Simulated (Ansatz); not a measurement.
Structure of Ni:

```yaml
crystal:
  lattice:
    - [2.84789, 0.00000, 0.00000]
    - [0.00000, 2.84789, 0.00000]
    - [0.00000, 0.00000, 2.84789]
  atoms:
    - { symbol: Ni, position: [0.00000, 0.00000, 0.00000] }
    - { symbol: Ni, position: [0.50000, 0.50000, 0.50000] }
```

Structure used: the end point of a relaxation with Ansatz 0.2.0, DFT, BLYP, plane waves (420 eV) with PAW, scalar-relativistic; the starting structure was generated, so it need not be a known form of this composition.

Question: Predict radii and indices of the first 4 visible rings (3 % of the strongest or more) for λ = 0.3100 Å and a flat detector at 230 mm.

Answer:
```csv
ring,radius,2θ (°),d (Å),hkl
1,35.7 mm,8.83,2.01,110
2,51.0 mm,12.50,1.424,200
3,63.0 mm,15.32,1.163,211
4,73.4 mm,17.71,1.007,220
```

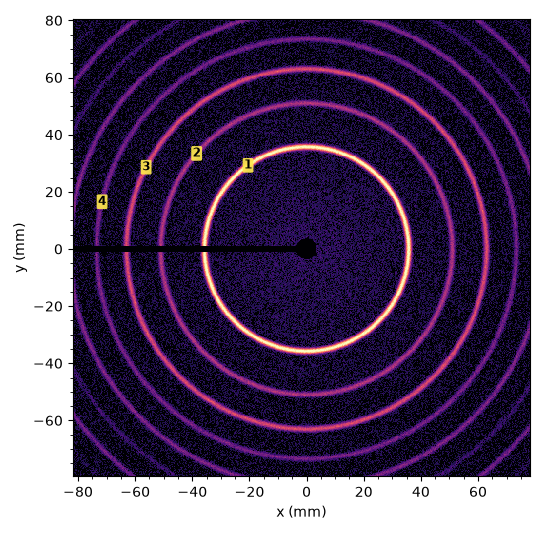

Simulated X-ray powder rings on a flat area detector normal to the beam: λ = 0.3100 Å, sample-to-detector distance 230 mm, axes in mm from the beam centre, for a fine-grained powder without texture. Kinematic intensities with B = 1.0 Å² for all atoms, without absorption; brightness goes as intensity to the power 0.4, clipped at the top, with counting noise. Reflections closer than the ring width show as one ring. The numbers mark the rings of the table.
